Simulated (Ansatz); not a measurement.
TlCl, space group Pm-3m (No. 221), a = 3.834 Å, b = 3.834 Å, c = 3.834 Å, α = 90.00°, β = 90.00°, γ = 90.00°

| site | Wyckoff | x | y | z |
| --- | --- | --- | --- | --- |
| Tl | 1a | 0.0000 | 0.0000 | 0.0000 |
| Cl | 1b | 0.5000 | 0.5000 | 0.5000 |

Origin: a calculation's input that goes back to an entry of the Crystallography Open Database (an earlier step may have relaxed or displaced it).

Q: Describe the coordination of Tl.

A: TlCl8: an essentially ideal cube (coordination number 8, S = 0.00; next best hexagonal bipyramid, S = 8.4). Bonds: 8 × Tl–Cl 3.32 Å. The next neighbour, not counted, lies at 3.83 Å.

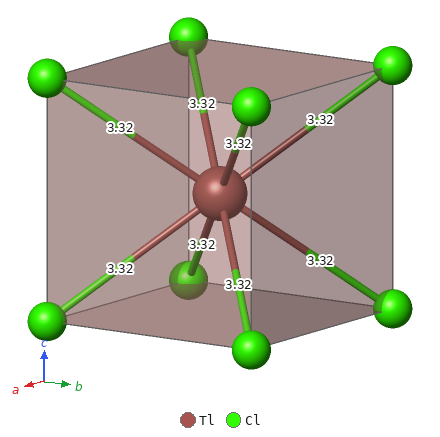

The polyhedron about Tl. Shape measures S are computed against regular polyhedra or, for capped shapes, the nearer of the equal-edge and equal-bond forms.
